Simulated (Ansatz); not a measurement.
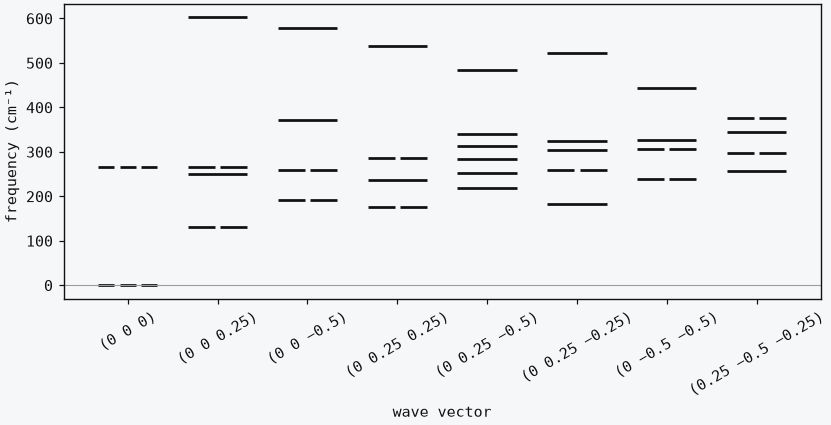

Phonon frequencies at several wave vectors (in fractions of the reciprocal vectors of the given cell) for LiF, space group Fm-3m (No. 225) (cell built by us, not taken from a database). Imaginary frequencies are drawn as negative.

No frequency is imaginary, so the structure is stable to these displacements at the wave vectors computed. The highest mode among the wave vectors computed lies at 603.1 cm⁻¹, at (0 0 0.25) (at the zone centre itself the field of polar modes is left out).

How it was computed, with Ansatz 0.2.0: harmonic phonon frequencies at the irreducible points of a q mesh with atoms at rest in the given cell, q in fractions of the reciprocal cell vectors, no long-range term at q = 0, imaginary frequencies are negative, the first points where there are many; plane waves with PAW datasets. Level: PBE, no spin polarisation.

| setting | value |
| --- | --- |
| wave cutoff | 420 eV |
| k mesh | 12×12×12 |
| occupations | fixed |
| pressure | 0 GPa |
| phonon method | linear response |
| q mesh | 4×4×4 |

The given structure:
```
CELL_PARAMETERS angstrom
0.00000 2.03405 2.03405
2.03405 0.00000 2.03405
2.03405 2.03405 0.00000
ATOMIC_POSITIONS crystal
Li 0.50000 0.50000 0.50000
F 0.00000 0.00000 0.00000
```
